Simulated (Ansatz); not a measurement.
A structure file:

```
Ru
1.0
     2.70783    0.00000    0.00000
    -1.35391    2.34505    0.00000
     0.00000    0.00000    4.26810
Ru
2
Direct
  0.33333 0.66667 0.75000
  0.66667 0.33333 0.25000
```

Q: Work out the structure from the coordinates.

A: The element is ruthenium. Space group: P6_3/mmc (No. 194). Lattice: primitive hexagonal. Structure type: hexagonal close-packed (Mg type). The cell holds two atoms. Ru is coordinated by twelve Ru in an anticuboctahedral arrangement at 2.65 to 2.71 Å. The bonds build a three-dimensional framework.

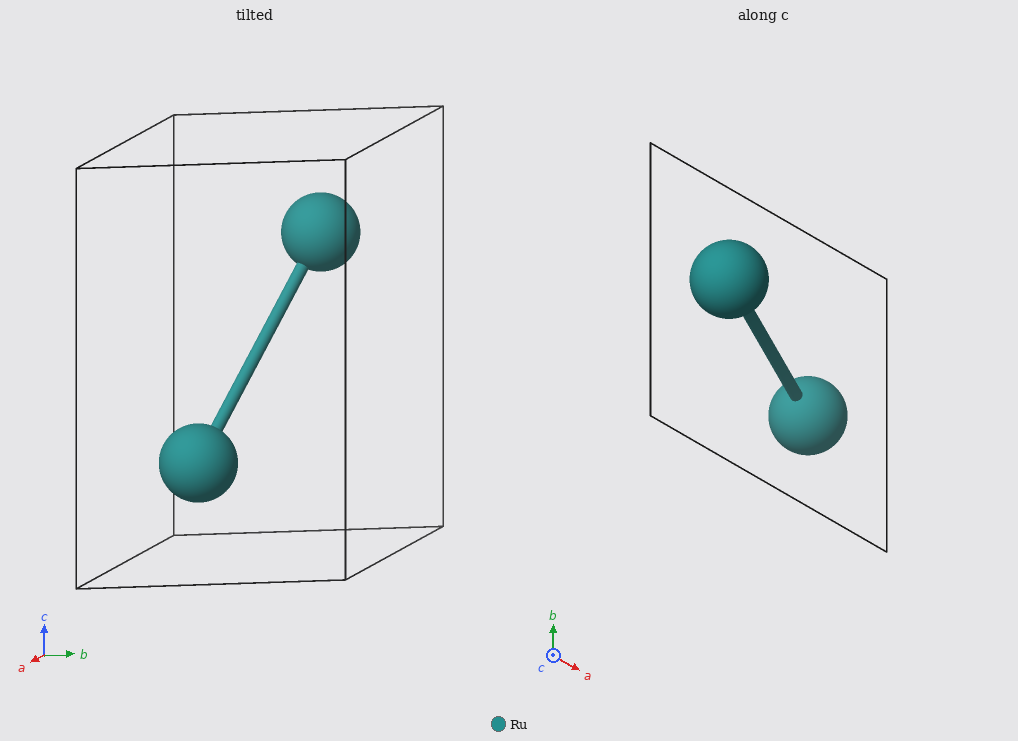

Structure drawing (ball-and-stick), viewed slightly off an axis and along the c axis. The edges of the conventional unit cell are marked. Colours: ruthenium teal.

It goes back to a structure listed in the Materials Project. Earlier steps of the study may have refined or changed the cell and positions. Ansatz was used for an electronic-structure calculation on it.

At this level of theory the cell isn't at rest (compressed, at 12 GPa), so its distances can differ from those at equilibrium, the more so the softer the solid.
